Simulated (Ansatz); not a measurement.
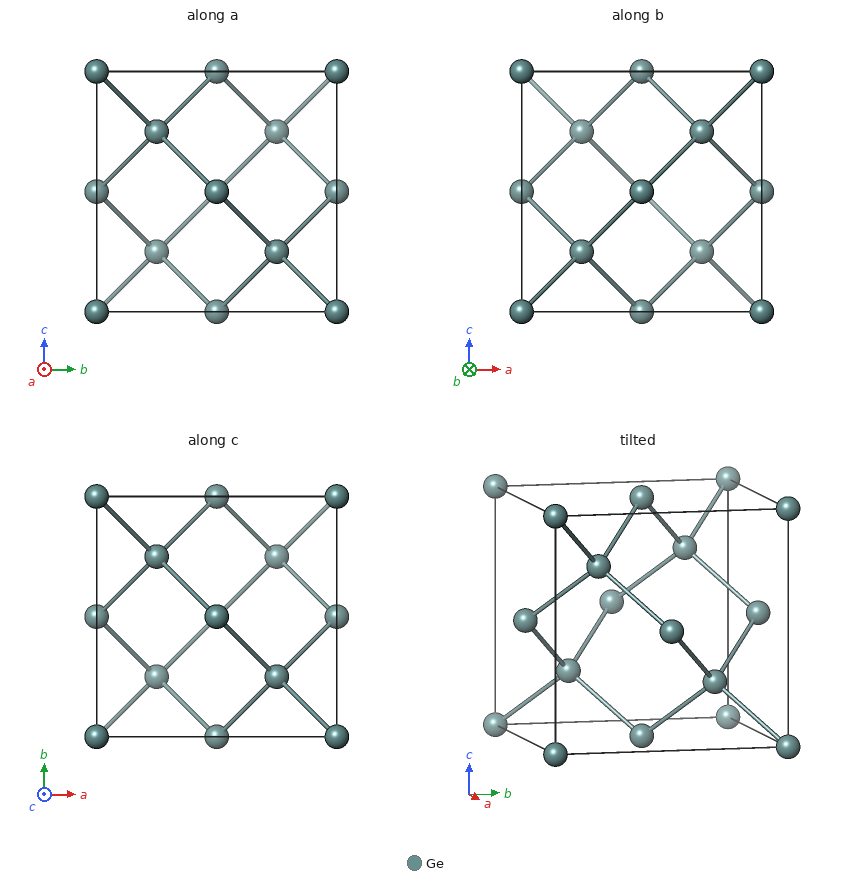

The image is a ball-and-stick drawing of a crystal, viewed along the a axis, along the b axis, along the c axis and slightly off an axis. The frame is the conventional unit cell; atoms at its boundary are shown with their periodic copies.

Lattice parameters: a = 5.8440 Å, b = 5.8440 Å, c = 5.8440 Å, α = 90.000°, β = 90.000°, γ = 90.000°.

Q: Give the structure in the form of a CIF with its space group and independent sites.

A:
```cif
data_structure
_symmetry_space_group_name_H-M 'F d -3 m :1'
_symmetry_Int_Tables_number 227
_cell_length_a 5.8440
_cell_length_b 5.8440
_cell_length_c 5.8440
_cell_angle_alpha 90.000
_cell_angle_beta 90.000
_cell_angle_gamma 90.000
_cell_volume 199.58
loop_
_atom_site_label
_atom_site_type_symbol
_atom_site_symmetry_multiplicity
_atom_site_Wyckoff_symbol
_atom_site_fract_x
_atom_site_fract_y
_atom_site_fract_z
_atom_site_occupancy
Ge1 Ge 8 a 0.0000 0.5000 0.5000 1
```

The cell started as a structure type filled with this element by a generator (whether the element takes this form wasn't checked). The cell was then strained or its atoms displaced on purpose. It was run through Ansatz as a DFT input.

At this level of theory the cell isn't at rest (stretched, at -5 GPa), so its distances can differ from those at equilibrium, the more so the softer the solid.
